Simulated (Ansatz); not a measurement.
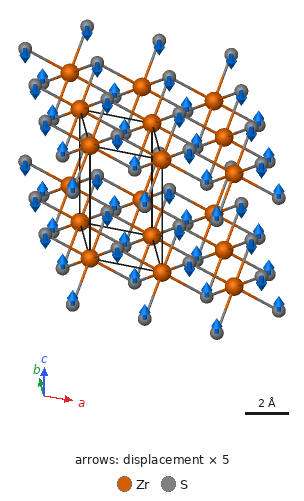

A relaxation of solid ZrS$_{2}$ (set up in P-3m1). The starting structure is drawn; blue arrows show the displacements (the part carried along by the change of the cell is left out), 5 times their true length.

Style: ball-and-stick. Shown: the cell of the calculation, repeated 2 × 2 × 1 with one cell outlined, from a free direction.

Computed with DFT PBE, scalar-relativistic, plane waves, PAW (Ansatz 0.2.0).

Input file:
```yaml
crystal:
  lattice:
    - [3.6913825498, 0.0, 0.0]
    - [-1.8456912749, 3.1968310632, 0.0]
    - [0.0, 0.0, 6.04107701]
  atoms:
    - { symbol: Zr, position: [0.0, 0.0, 0.0] }
    - { symbol: S, position: [0.66666667, 0.33333333, 0.76209003] }
    - { symbol: S, position: [0.33333333, 0.66666667, 0.23790997] }
basis:
  ecutwfc: 420
kpoints:
  mp_grid: { grid: [12, 12, 6] }
hamiltonian:
  xc: pbe
scf:
  occupations: { method: gaussian, width: 0.02 }
output:
  forces: true
  stress: true
  eigenvalues: true
relax:
  adjacent_minimum: "off"
  f_tol: 0.005
  max_steps: 80
  cell: { stress_tol: 0.05 }
```

Launched with:
```bash
ansatz run input.yaml --threads 1 --pin off --max-ram 2560MiB --backend cpu --events-out ev --progress --plain --runs-dir out
```

Question: Which element moves most?

Answer: Sulfur: up to 0.16 Å, against 0.00 Å for zirconium.

Question: What did the optimiser do to the structure, and how much energy did it gain?

Answer: The energy falls by 16.3 meV per cell of the calculation in 7 accepted moves (9 points after the start). The largest force component goes from 0.046 to 0.00071 eV/Å. The pressure goes from 0.47 to 0.00 GPa. At 2 points the geometry stayed and the basis and grid were re-selected for the new cell (energy shift of 1.3 meV per cell of the calculation at most each time). The largest moves relative to the cell, 0.16 Å, are those of S2 and S3. S2 goes along +c. Zr stays in place. Cell: a = b 3.691 → 3.685 Å (−0.2 %), c 6.041 → 6.758 Å (+11.9 %). Volume +11.5 %. The space group stays P-3m1 (No. 164). Cost: 39 s on 1 thread of Intel(R) Xeon(R) 6975P-C (Granite Rapids), with other jobs on the host, peak memory 0.45 GiB.
